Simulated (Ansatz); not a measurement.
System: SiO₂ (space group Fm-3m).

Method: equation of state of a cubic crystal from periodic Kohn-Sham density functional theory without spin, third-order Birch-Murnaghan fit to the free energies; pressure corrected for the finite basis (Ansatz 0.2.0 development build).

structure type fluorite; atoms in cell 3; space group number 225; lattice centring face-centred primitive; occupation method Fermi–Dirac; datasets soft-1 PAW; density tolerance 1e−07 eV; bands 12; density cutoff ratio 4; search for lower states default.

Settings that differ: r2SCAN: wave cutoff 500 eV, k mesh 13×13×13, occupation width 0.1 eV; PBE: wave cutoff 420 eV, k mesh 21×21×21, occupation width 0.0612 eV.

Predict the energy above the lowest point against volume, with one curve for each functional. The cases: r2SCAN; PBE.

The fitted equilibrium volumes, smallest first, are r2SCAN 7.735, PBE 8.007 Å³/atom. The fitted bulk moduli, smallest first, are PBE 267, r2SCAN 306 GPa.

r2SCAN:
```csv
volume (Å³/atom),energy above the lowest point (meV/atom)
7.3764,15.5
7.6169,0.0
7.8574,0.1
8.0980,13.3
8.3385,37.6
```

PBE:
```csv
volume (Å³/atom),energy above the lowest point (meV/atom)
7.5367,25.7
7.6971,10.7
7.8574,2.4
8.0178,0.0
8.1781,2.9
8.3385,10.6
8.4989,22.6
```

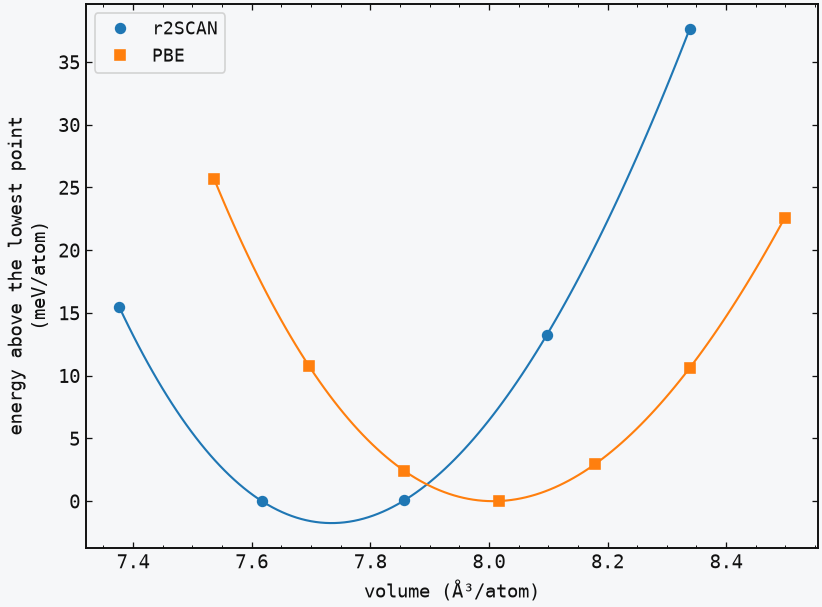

Keep in mind: cubic model structure, not the ambient form.
